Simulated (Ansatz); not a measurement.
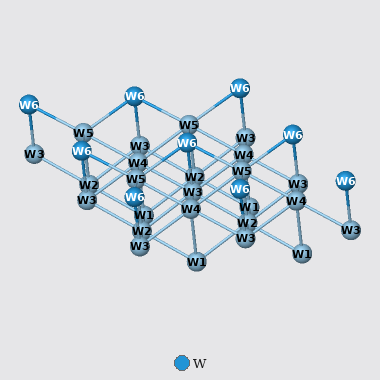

The system is Si on a W(111) slab cut from the Im-3m phase, its upper half relaxed before the scan (6 atoms of substrate and one adsorbate in a 1 × 1 cell); the picture shows it without the atoms that are moved over the map. Si is moved over the surface cell at a fixed height above a rigid substrate; the origin of the map has the adsorbate above W6; the height is held at 2.50 Å. Places are given modulo a cell vector. The map is drawn in real space over the plane of the surface. Grid: 9 × 9 points; 19 points were computed and 62 follow by symmetry. Energies are in meV, from the lowest grid point. The runs have no spin polarisation, so an open-shell adsorbate far from the surface lies too high. With one adsorbate in each 1 × 1 cell, its nearest image is 4.5 Å away, so neighbouring adsorbates interact. At a fixed height the lowest place need not be the adsorption site. These are results of DFT PBE+D3(BJ), scalar-relativistic, plane waves, PAW in Ansatz, not measurements. Settings: cutoff 420 eV, k-mesh 6×6×1, gaussian smearing 0.1 eV, no spin polarisation.

Range: position of Si7 along the first surface vector from 0.000 to 0.889; position of Si7 along the second surface vector from 0.000 to 0.889.

### Predict the map.

The lowest grid point is at (1/9, 3/9) of the cell vectors [nearest 1 W at 2.82 Å]. The same energy is found at (1/9, 7/9) of the cell vectors [nearest 1 W at 2.82 Å]; (6/9, 7/9) of the cell vectors [nearest 1 W at 2.82 Å]. The highest grid point, a threefold hollow over a third-layer W atom, (6/9, 3/9) of the cell vectors, lies 488 meV above the lowest. At the lowest point the adsorbate has 1 W at 2.82 Å as nearest neighbours, at the highest 3 W at 3.59 Å.

| second ↓, first → | 0/9 | 1/9 | 2/9 | 3/9 | 4/9 | 5/9 | 6/9 | 7/9 | 8/9 |
| --- | --- | --- | --- | --- | --- | --- | --- | --- | --- |
| 8/9 | 122 | 28 | 0 | 77 | 129 | 77 | 0 | 28 | 122 |
| 7/9 | 29 | 0 | 45 | 98 | 98 | 45 | 0 | 29 | 62 |
| 6/9 | 67 | 77 | 98 | 101 | 98 | 77 | 67 | 83 | 83 |
| 5/9 | 174 | 129 | 98 | 98 | 129 | 174 | 219 | 242 | 219 |
| 4/9 | 174 | 77 | 45 | 77 | 174 | 304 | 400 | 400 | 304 |
| 3/9 | 67 | 0 | 0 | 67 | 219 | 400 | 488 | 400 | 219 |
| 2/9 | 29 | 28 | 29 | 83 | 242 | 400 | 400 | 242 | 83 |
| 1/9 | 122 | 122 | 62 | 83 | 219 | 304 | 219 | 83 | 62 |
| 0/9 | 194 | 122 | 29 | 67 | 174 | 174 | 67 | 29 | 122 |

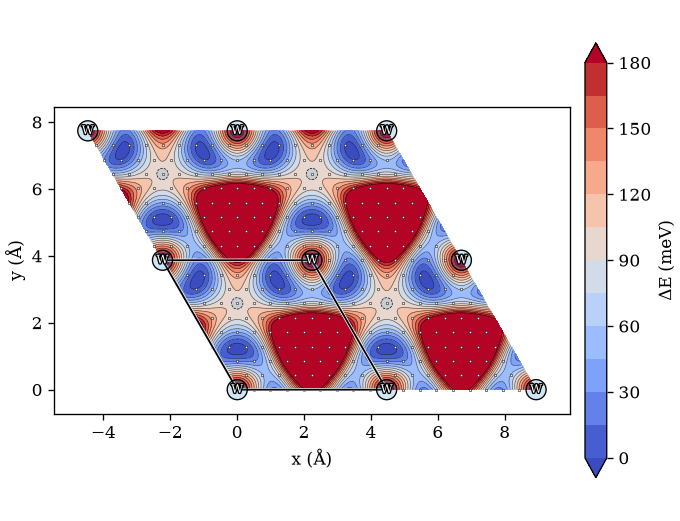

The picture shows filled contours, dots at the grid points, labelled circles for the atoms of the top layer and small ones for the second layer, the outline of one cell of the 2 × 2 shown, one colour for all values above the top of the scale. Between grid points the surface is interpolated.

Each point was launched as `ansatz run input.yaml --threads 1 --pin off --max-ram 3072MiB --backend cpu --events-out ev --progress --plain --runs-dir out`. Time for the 19 points that were run: 3.4 min on 1 thread of AMD EPYC 9R45 96-Core Processor (Zen 5), on a shared host.

PAW datasets: the set soft_1.
